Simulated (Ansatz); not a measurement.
Geometry relaxation of W

System: W (Fm-3m, 1 atom in the cell).
Method: DFT, PBE, all-electron LAPW, scalar-relativistic, no spin polarisation (Ansatz 0.2.0).

It belongs to a series of runs on one base structure; here: fcc relaxed, LAPW. Figures and captions count atoms from 1; the log counts them from 0 in places.

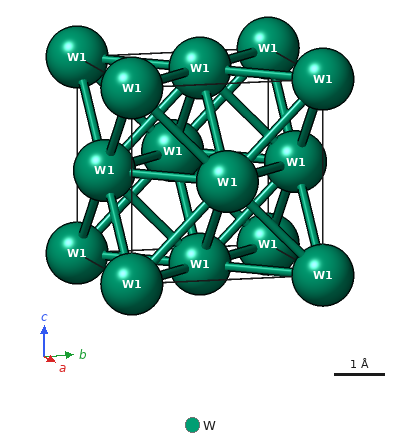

Figure 1. The input geometry (ball-and-stick view of the cell 4 times as large as that of the calculation, set on its symmetry axes, seen slightly off an axis; atoms are numbered from 1 in the order of the input).

Input
```yaml
crystal:
  lattice:
    - [0.0, 2.0185871169, 2.0185871169]
    - [2.0185871169, 0.0, 2.0185871169]
    - [2.0185871169, 2.0185871169, 0.0]
  atoms:
    - { symbol: W, position: [0.0, 0.0, 0.0] }
kpoints:
  mp_grid: { grid: [18, 18, 18] }
scf:
  occupations: { method: fermi_dirac, width: 0.05 }
hamiltonian:
  xc: pbe
  pseudopotentials: { kind: all_electron, lapw: { basis_error: 0.0005 } }
output:
  forces: true
  stress: true
  eigenvalues: true
  populations: true
relax:
  f_tol: 0.005
  max_steps: 25
  cell: {}
```

Machine: 1 thread of Arm Neoverse V1, 24 GiB of memory available, shared host.

Run as:
```bash
ansatz run input.yaml --threads 1 --pin off --max-ram 3072MiB --backend cpu --events-out ev --progress --plain --runs-dir out
```

What the program printed
```
The last accepted step is kept in [file] (removed where the run ends without a failure and the disk answers)
W: projections on atomic orbitals take those of the free atom 1s2 2s2 2p6 3s2 3p6 3d10 4s2 4p6 4d10 4f14 5s2 5p6 5d4 6s2, of charge +0.00 (hamiltonian.pseudopotentials.projection_atoms)
LAPW: plane waves up to 8.885 Å⁻¹, error target 5.0e-4 eV per atom; small_component_spin mean_spin; W in spheres of 1.385 Å, 44 of its electrons in bands, Dirac shells [] (how accurate: hamiltonian.pseudopotentials.lapw.basis_error, Limitations)
Engine: ansatz 0.2.0, aarch64-unknown-linux-gnu
Pseudopotentials: kind: all_electron
Pseudopotential: W, LAPW, valence charge 44, lapw/all_electron/scalar/gaussian/W, Koelling and Harmon's equation, gaussian nucleus
Functional definition: PBE
  parameter kappa = 0.804
  parameter beta = 0.06672455060314922
  exchange = pbe_x(kappa = kappa, mu = beta*pi^2/3)
  correlation = pbe_c(beta = beta)
Crystal: 1 atoms, lattice volume = 16.450 Å³
Basis set: ecut = 300.8059237061799 eV, 181 PW (Γ), exchange–correlation at level 2
Bands: 27, of which v1, the nominal top of the filled ones, is band 22 counted from 1 (21 counted from 0)
Symmetry: 48 space group operations
Space group: Fm-3m (ITA 225), of the structure as read, at distance tolerance 2.5e-5 Å
k-points: 195 of 5832
Non-local potential: W, projectors of the file, none
Initial density: superposition of atomic densities (chi_scale 0.1, normalization cell)
Initial wavefunctions: plane waves of lowest kinetic energy (no species holds an atomic orbital)
Functional: x = pbe(κ = 0.804, μ = 0.2195149727645171), c = pbe(β = 0.06672455060314922)
iter 1 solved again at ethr=2.55e-4 eV; its pass at ethr=1.00e-1 eV (dr2=1.12e-1 eV) is discarded
SCF iter   1: F=—  HF=-439201.934016 eV  |F-HF|=—  |Δ(HF+E_count)|=         —  Δρ=3.47e-2  dr2=1.12e-1  ethr=2.55e-4  ⟨swp⟩=3.0  Hψ=32271  notcnv=0
preconditioner: auto → Kerker (q_TF=auto, 3.214 Å⁻¹)  [metal: Δε(μ)=0.004 eV  Ē_g=31.178 eV  σ=0.050 eV  W_gap=0.02  n_scr=14 (ndim 8)  ℏωp=46.7 eV  f_vac=0.000  D(μ)=1.24/eV (n_scr^D=14)]
SCF iter   2: F=—  HF=-439201.759791 eV  |F-HF|=—  |Δ(HF+E_count)|=   1.74e-1  Δρ=1.79e-2  dr2=3.56e-2  ethr=2.55e-4  ⟨swp⟩=2.0  Hψ=16382  notcnv=0
SCF iter   3: F=—  HF=-439201.746995 eV  |F-HF|=—  |Δ(HF+E_count)|=   1.28e-2  Δρ=1.12e-2  dr2=1.58e-2  ethr=8.09e-5  ⟨swp⟩=2.0  Hψ=15401  notcnv=0
SCF iter   4: F=—  HF=-439201.742035 eV  |F-HF|=—  |Δ(HF+E_count)|=         —  Δρ=6.48e-3  dr2=6.00e-3  ethr=3.58e-5  ⟨swp⟩=2.0  Hψ=15455  notcnv=0
the basis was enlarged: its passes take 265.2 KiB over the memory plan, 1 of 1 planned eigensolver slots
iter 5 solved again at ethr=1.06e-6 eV; its pass at ethr=1.36e-5 eV (dr2=4.66e-4 eV) is discarded
SCF iter   5: F=—  HF=-439201.742461 eV  |F-HF|=—  |Δ(HF+E_count)|=   4.26e-4  Δρ=1.66e-3  dr2=4.65e-4  ethr=1.06e-6  ⟨swp⟩=2.0  Hψ=25713  notcnv=0
SCF iter   6: F=—  HF=-439201.742517 eV  |F-HF|=—  |Δ(HF+E_count)|=   5.69e-5  Δρ=4.26e-4  dr2=2.47e-5  ethr=1.06e-6  ⟨swp⟩=2.0  Hψ=15456  notcnv=0
SCF iter   7: F=—  HF=-439201.742517 eV  |F-HF|=—  |Δ(HF+E_count)|=   8.60e-7  Δρ=1.03e-4  dr2=1.80e-6  ethr=5.61e-8  ⟨swp⟩=2.0  Hψ=15456  notcnv=0
SCF iter   8: F=—  HF=-439201.742516 eV  |F-HF|=—  |Δ(HF+E_count)|=   3.02e-7  Δρ=2.69e-5  dr2=1.02e-7  ethr=4.10e-9  ⟨swp⟩=2.0  Hψ=15456  notcnv=0
SCF iter   9: F=-439201.742516 eV  HF=-439201.742516 eV  |F-HF|=1.16e-10  |Δ(HF+E_count)|=   1.40e-8  Δρ=5.96e-6  dr2=4.13e-9  ethr=2.32e-10  ⟨swp⟩=2.0  Hψ=15456  notcnv=0
SCF 1 converged in 9 iterations: F = -439201.742516 eV  dr2 = 4.13e-9
relax step   1: F+E_penalty+E_count = -439201.74251630 eV  Δ(F+E_penalty+E_count) = +0.000e0 eV  max|allowed force component| = 0.000e0 eV/Å  Δτ_max = 0.0000 Å  P = +0.078 GPa  Ω = 16.450 Å³  (9 SCF iters, accepted)
Crystal: 1 atoms, lattice volume = 16.469 Å³
Basis set: ecut = 300.58349995348294 eV, 181 PW (Γ), exchange–correlation at level 2
Initial density: handed on by an earlier stage of this run
Initial wavefunctions: those handed on with the density
iter 1 solved again at ethr=3.39e-11 eV; its pass at ethr=1.00e-1 eV (dr2=1.49e-8 eV) is discarded
SCF iter   1: F=—  HF=-439201.742508 eV  |F-HF|=—  |Δ(HF+E_count)|=         —  Δρ=3.44e-5  dr2=1.52e-7  ethr=3.39e-11  ⟨swp⟩=5.8  Hψ=29974  notcnv=0
preconditioner: auto → Kerker (q_TF=auto, 3.214 Å⁻¹)  [metal: Δε(μ)=0.007 eV  Ē_g=31.918 eV  σ=0.050 eV  W_gap=0.04  n_scr=14 (ndim 8)  ℏωp=46.7 eV  f_vac=0.000  D(μ)=1.32/eV (n_scr^D=14)]
SCF iter   2: F=-439201.742507 eV  HF=-439201.742507 eV  |F-HF|=4.94e-8  |Δ(HF+E_count)|=   2.91e-7  Δρ=1.62e-5  dr2=4.34e-8  ethr=3.39e-11  ⟨swp⟩=3.0  Hψ=16066  notcnv=0
SCF 2 converged in 2 iterations: F = -439201.742507 eV  dr2 = 4.34e-8
relax step   2: F+E_penalty+E_count = -439201.74250729 eV  Δ(F+E_penalty+E_count) = +9.013e-6 eV  max|allowed force component| = 0.000e0 eV/Å  Δτ_max = 0.0000 Å  P = -0.233 GPa  Ω = 16.469 Å³  (2 SCF iters, rejected (line search))
Crystal: 1 atoms, lattice volume = 16.455 Å³
Basis set: ecut = 300.7502207982308 eV, 181 PW (Γ), exchange–correlation at level 2
iter 1 solved again at ethr=6.94e-11 eV; its pass at ethr=1.00e-1 eV (dr2=3.05e-8 eV) is discarded
SCF iter   1: F=—  HF=-439201.742517 eV  |F-HF|=—  |Δ(HF+E_count)|=         —  Δρ=1.07e-5  dr2=9.48e-9  ethr=6.94e-11  ⟨swp⟩=5.5  Hψ=29048  notcnv=0
preconditioner: auto → Kerker (q_TF=auto, 3.214 Å⁻¹)  [metal: Δε(μ)=0.009 eV  Ē_g=31.924 eV  σ=0.050 eV  W_gap=0.05  n_scr=14 (ndim 8)  ℏωp=46.7 eV  f_vac=0.000  D(μ)=1.32/eV (n_scr^D=14)]
SCF iter   2: F=-439201.742517 eV  HF=-439201.742517 eV  |F-HF|=1.15e-8  |Δ(HF+E_count)|=   7.13e-8  Δρ=3.46e-6  dr2=1.27e-9  ethr=2.16e-11  ⟨swp⟩=3.0  Hψ=15973  notcnv=0
SCF 3 converged in 2 iterations: F = -439201.742517 eV  dr2 = 1.27e-9
relax step   3: F+E_penalty+E_count = -439201.74251739 eV  Δ(F+E_penalty+E_count) = -1.089e-6 eV  max|allowed force component| = 0.000e0 eV/Å  Δτ_max = 0.0000 Å  P = -0.001 GPa  Ω = 16.455 Å³  (2 SCF iters, accepted)
iter 1 solved again at ethr=3.22e-12 eV; its pass at ethr=1.00e-1 eV (dr2=1.42e-9 eV) is discarded
SCF iter   1: F=—  HF=-439201.742517 eV  |F-HF|=—  |Δ(HF+E_count)|=         —  Δρ=3.19e-6  dr2=9.13e-10  ethr=9.87e-12 (applied; sched 3.22e-12)  ⟨swp⟩=7.0  Hψ=40159  notcnv=0  reapply=132
preconditioner: auto → Kerker (q_TF=auto, 3.214 Å⁻¹)  [metal: Δε(μ)=0.009 eV  Ē_g=31.924 eV  σ=0.050 eV  W_gap=0.04  n_scr=14 (ndim 8)  ℏωp=46.7 eV  f_vac=0.000  D(μ)=1.32/eV (n_scr^D=14)]
SCF iter   2: F=-439201.742517 eV  HF=-439201.742517 eV  |F-HF|=1.40e-9  |Δ(HF+E_count)|=   3.26e-9  Δρ=2.10e-6  dr2=4.83e-10  ethr=6.93e-12 (applied; sched 2.07e-12)  ⟨swp⟩=2.0  Hψ=15456  notcnv=0
SCF 4 converged in 2 iterations: F = -439201.742517 eV  dr2 = 4.83e-10
relax step   4: F+E_penalty+E_count = -439201.74251739 eV  Δ(F+E_penalty+E_count) = -5.879e-9 eV  max|allowed force component| = 0.000e0 eV/Å  Δτ_max = 0.0000 Å  P = -0.001 GPa  Ω = 16.455 Å³  stress off target by 9.35e-4 GPa  SCF on the basis re-selected at this cell (its energy is not comparable with the rows above)  (2 SCF iters)
```

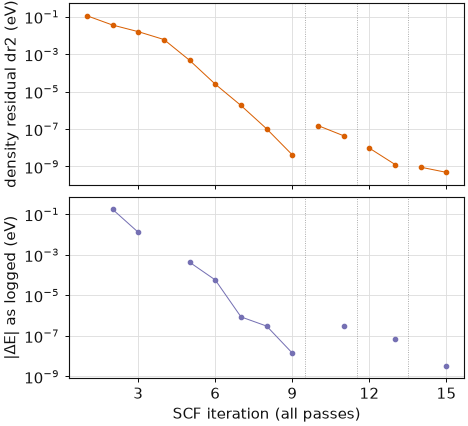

Figure 2. Convergence of the self-consistent field: density residual dr2 and size of the energy change against the SCF iteration. The dotted lines part the SCF passes of the relaxation: geometry steps, rejected trials and re-solves on a re-selected basis. The passes take 9, 2, 2 and 2 iterations.

```
basis re-selected at this cell: Δ(F+E_penalty+E_count) = -5.879e-9 eV, ΔP = +0.000 GPa vs the last step (what re-selecting the basis moved, after the strain that the cell walked since its last selection, with what the two solves' SCF thresholds leave and, on support functions, any second-order correction that the steps lacked; it is no measure of the basis error at this ecutwfc). This SCF's stress stands 9.35e-4 GPa from its target on what of the cell is left free (relax.cell.stress_tol is 5.00e-2 GPa) and its largest allowed force component is 0.00e0 eV/Å (relax.f_tol is 5.00e-3 eV/Å): within both
SCF converged after 2 iterations
Free energy (F): -439201.742517 eV
Harris-Foulkes:  -439201.742517 eV  (|F-HF|=1.40e-9)
Internal energy: -439201.731822 eV  (E = F + TS)
E sigma→0 (E₀):  -439201.737170 eV
Entropy (-TS):   -0.010695 eV (-10.695 meV/atom)
Fermi energy:    27.512059 eV
--- Per-component energies (eV) ---
  E_band       = -4399.545863
  E_kinetic    = 491883.311035
  E_xc         = -8832.903748
  E_electrostatic = -922252.139109  (all electrons and nuclei)
  E_smearing   = -0.010695  (= −TS)
  E_closure    = 0.000000  (closes the sum)
  E_atoms      = -439190.788623  (free atoms, spherical and without spin; not in F)
  Σ components = -439201.742517   (vs F -439201.742517, Δ=0.00e0)
  Basis errors (estimates in eV, not in F): energy 1.2e-4 per atom: plane waves 1.0e-4 (5.4e-5 summed), levels above the bands 1.4e-114, relativity 3.6e-8, radial functions 2.1e-5, core shells 1.7e-8; eigenvalues (radial functions only) 8.0e-7; not estimated: angular momenta, meshes, grids; target (lapw.basis_error) 5.0e-4; muffin-tin radii W 1.385 Å
--- Forces (eV/Å), atoms counted from 1 ---
  atom   1  W     -0.00000000     0.00000000     0.00000000
  max |Σ_I F_I| component: 9.20e-31 eV/Å
--- Stress (GPa, compression-positive) ---
       -0.000935      -0.000000      -0.000000
       -0.000000      -0.000935      -0.000000
       -0.000000      -0.000000      -0.000935
  P = ⅓ Tr σ = -0.0009 GPa (-0.009 kbar)
--- Band table (eV; the first three rows and the last of 195) ---
  k-point 0: bands = ["-390.0362", "-390.0362", "-390.0362", "-205.1074", "-205.1074", "-205.0839", "-205.0839", "-205.0839", "-46.0832", "-9.7598", "-9.7598", "-9.7598", "-0.2822", "-0.2822", "-0.2822", "-0.2676", "-0.2322", "-0.2322", "-0.2322", "18.5469", "26.9569", "26.9569", "26.9569", "30.0745", "30.0745", "40.2818", "45.4609"]
  k-point 1: bands = ["-390.0362", "-390.0362", "-390.0362", "-205.1074", "-205.1074", "-205.0839", "-205.0839", "-205.0839", "-46.0800", "-9.7966", "-9.7645", "-9.7645", "-0.2824", "-0.2816", "-0.2816", "-0.2667", "-0.2334", "-0.2334", "-0.2321", "18.6827", "26.8517", "27.0211", "27.0211", "30.0156", "30.0156", "40.5534", "44.8357"]
  k-point 2: bands = ["-390.0362", "-390.0362", "-390.0362", "-205.1074", "-205.1074", "-205.0839", "-205.0839", "-205.0839", "-46.0709", "-9.9015", "-9.7780", "-9.7780", "-0.2830", "-0.2798", "-0.2798", "-0.2641", "-0.2368", "-0.2368", "-0.2320", "19.0754", "26.5799", "27.1885", "27.1885", "29.8830", "29.8830", "41.2825", "43.6757"]
  k-point 194: bands = ["-390.0362", "-390.0362", "-390.0362", "-205.1074", "-205.1074", "-205.0839", "-205.0839", "-205.0839", "-45.9428", "-10.5644", "-10.4508", "-10.1882", "-0.2697", "-0.2669", "-0.2658", "-0.2651", "-0.2638", "-0.2622", "-0.2286", "23.7211", "25.0109", "26.0547", "28.9310", "33.2818", "37.6916", "37.7651", "38.5528"]
--- Relaxed structure (3 steps of the walk, 2 accepted, 1 SCFs on fresh bases) ---
  F+E_penalty+E_count = -439201.74251739 eV   max|allowed force component| = 0.000e0 eV/Å   (the final SCF, on the basis selected at the relaxed cell)
  cell:  # Å, volume = 16.4548 Å³
    - [7.643058049343385e-35, 2.0187740427252683, 2.0187740427252683]
    - [2.0187740427252683, 6.608060605161469e-35, 2.0187740427252683]
    - [2.0187740427252683, 2.0187740427252683, 1.5126885722658785e-35]
  atoms:
    - { symbol: W, position: [0.0, 0.0, 0.0] }
--- Löwdin populations: 1 site ---
  site symbol       q [e]
     0      W     73.8741
  spilling = 0.001701 (of n_electrons = 74.000000)
```

File populations.tsv
```
# site	symbol	l	j	q
# orbitals = lowdin
# n_electrons = 74.000000
# spilling = 0.001701
# projection_atom_W: 1s2 2s2 2p6 3s2 3p6 3d10 4s2 4p6 4d10 4f14 5s2 5p6 5d4 6s2
0	W	0_1S	-	2.000000
0	W	0_2S	-	1.999983
0	W	0_3S	-	1.999790
0	W	0_4S	-	1.997853
0	W	0_5S	-	1.965874
0	W	0_6S	-	0.922071
0	W	1_2P	-	6.000000
0	W	1_3P	-	5.999999
0	W	1_4P	-	5.999933
0	W	1_5P	-	5.990257
0	W	2_3D	-	10.000000
0	W	2_4D	-	9.999957
0	W	2_5D	-	4.998917
0	W	3_4F	-	13.999511
```

Trajectory as extended XYZ (Å, eV, eV/Å), 4 frames, from step=1 to step=4
```
1
Lattice="0.0000 2.0186 2.0186 2.0186 0.0000 2.0186 2.0186 2.0186 0.0000" Properties=species:S:1:pos:R:3:forces:R:3 step=1 energy=-439201.74252 pressure_GPa=0.08
W     0.0000    0.0000    0.0000    0.0000   0.0000   0.0000
1
Lattice="0.0000 2.0193 2.0193 2.0193 0.0000 2.0193 2.0193 2.0193 0.0000" Properties=species:S:1:pos:R:3:forces:R:3 step=2 energy=-439201.74251 pressure_GPa=-0.23 accepted=F
W     0.0000    0.0000    0.0000    0.0000   0.0000   0.0000
1
Lattice="0.0000 2.0188 2.0188 2.0188 0.0000 2.0188 2.0188 2.0188 0.0000" Properties=species:S:1:pos:R:3:forces:R:3 step=3 energy=-439201.74252 pressure_GPa=-0.00
W     0.0000    0.0000    0.0000    0.0000   0.0000   0.0000
1
Lattice="0.0000 2.0188 2.0188 2.0188 0.0000 2.0188 2.0188 2.0188 0.0000" Properties=species:S:1:pos:R:3:forces:R:3 step=4 energy=-439201.74252 pressure_GPa=-0.00
W     0.0000    0.0000    0.0000    0.0000   0.0000   0.0000
```

Results in brief

```json
{"quantity": "outcome", "value": "converged"}
{"quantity": "space group (tolerance 0.01 Å)", "value": "Fm-3m (225)"}
{"quantity": "electrons in bands (core shells apart)", "value": "44"}
{"quantity": "free energy", "value": "−439201.7425 eV"}
{"quantity": "Fermi energy", "value": "27.512 eV"}
{"quantity": "pressure", "value": "0.00 GPa"}
{"quantity": "final volume", "value": "16.45 Å³"}
{"quantity": "largest force (length of the vector) at the end", "value": "under 0.001 eV/Å"}
{"quantity": "final cell", "value": "a = 2.855 Å, b = 2.855 Å, c = 2.855 Å, α = 60.00°, β = 60.00°, γ = 60.00°"}
{"quantity": "wall time", "value": "82 s"}
{"quantity": "peak memory", "value": "0.51 GiB"}
```

Spin–orbit coupling is left out, which matters for W.
